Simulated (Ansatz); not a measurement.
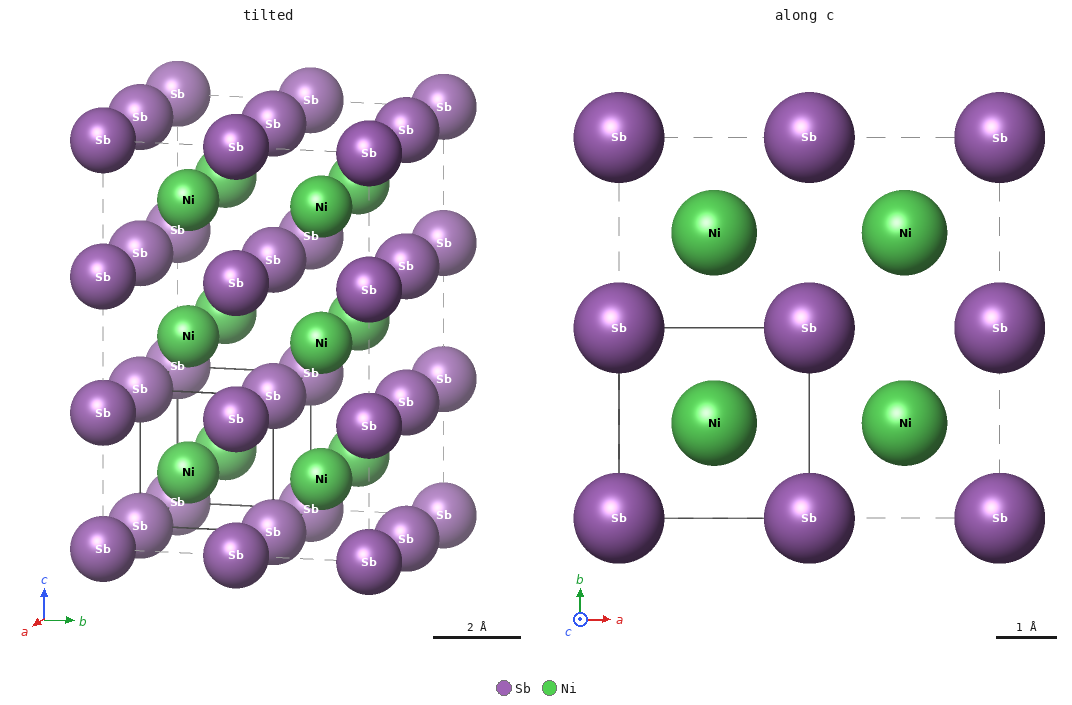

Spheres-only drawing of the structure, looking slightly off an axis and along the c axis. The picture spans 2×2×3 cells, one unit cell being drawn with solid lines.

What structure is drawn here?

Chemical formula NiSb. Within 0.01 Å the space group is Pm-3m (No. 221), primitive cubic: caesium chloride (CsCl, B2) type. With Z = 1, the cell contains 1 Ni, 1 Sb.

Its origin is a structure listed in the Materials Project, with elements exchanged, so it need not be a known form of the compound. The geometry comes from a coarse first relaxation with DFT PBEsol, scalar-relativistic, plane waves, PAW (Ansatz).
